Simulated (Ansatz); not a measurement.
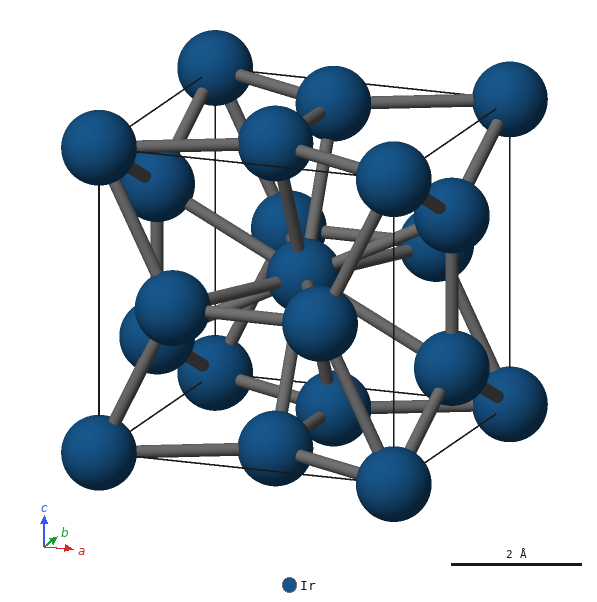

Ball-and-stick model, viewed slightly off an axis. One conventional unit cell is outlined, and atoms on its boundary appear in each equivalent place.

Cell dimensions are a = 4.908 Å, b = 4.908 Å, c = 4.908 Å, α = 90.00°, β = 90.00°, γ = 90.00°.

Connected in the drawing: Ir–Ir up to 2.75 Å (cut-off distances).

Q: How many atoms does the cell contain?

A: 8 (iridium), counting shared atoms by their share.

Q: What space-group symmetry does the structure have?

A: Pm-3n (No. 223), with Ir on 2a and Ir on 6c.

Q: To which structure type does it belong?

A: Β-tungsten (A15) type.

Provenance: a textbook structure type filled with this element (whether it is the usual form wasn't checked). What is shown is the relaxed result from Ansatz, DFT r2SCAN, scalar-relativistic, plane waves, PAW.
